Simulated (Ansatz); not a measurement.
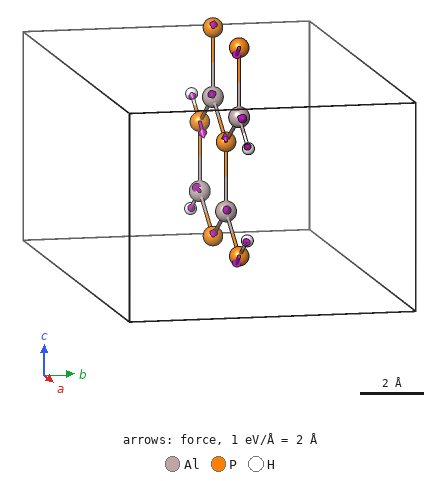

Starting geometry of a wire of composition AlPH with the computed forces as purple arrows. A ball-and-stick model of the cell of the calculation, with the vacuum cut short, seen slightly off an axis.

Case: armchair ribbon, 4 formula units a period, edges capped with H.

The calculation used DFT PBE, scalar-relativistic, plane waves, PAW in Ansatz 0.2.0. Set-up: plane-wave cutoff 420 eV; k-point mesh 1 × 1 × 5; occupations gaussian; smearing width 0.05 eV; no spin polarisation; cell relaxed at fixed a, b, alpha, beta, gamma; force threshold 0.02 eV/Å; at most 45 steps.

Is this structure relaxed? If not, where do the atoms go?

Answer. It isn't relaxed: the largest force vector, on Al atoms, is 0.39 eV/Å. The final displacements have little in common with the starting forces (cosine between the two patterns 0.17). Over 23 accepted moves (27 points after the start) the energy falls by 0.761 eV per cell of the calculation. The largest force component goes from 0.38 to 0.0082 eV/Å. The line search rejected the trial steps at points 6, 13, 21 of the run. The SCF was repeated once at an unchanged geometry on a basis and grid sized afresh for the cell, which shifted the energy by 4.1 meV per cell of the calculation at most. The largest moves relative to the layer's centre, 1.43 Å, are those of P atoms. Largest moves by element: P 1.43 Å, H 1.20 Å, Al 0.59 Å. Along the periodic axis the drawn cell goes c 6.823 → 6.228 Å (−8.7 %). Some distances before and after: Al–P 2.274 → 2.320 Å, H–P 1.420 → 1.431 Å, Al–H 1.600 → 1.592 Å. Among the angles between lasting bonds that change: Al–P–Al 120.0° → 97.5°, Al–P–H 120.0° → 97.8°, Al–P–Al 120.0° → 98.9°. Cost: 62 s on 4 threads of AMD EPYC 9R45 96-Core Processor (Zen 5), on a shared host, peak memory 1.1 GiB.
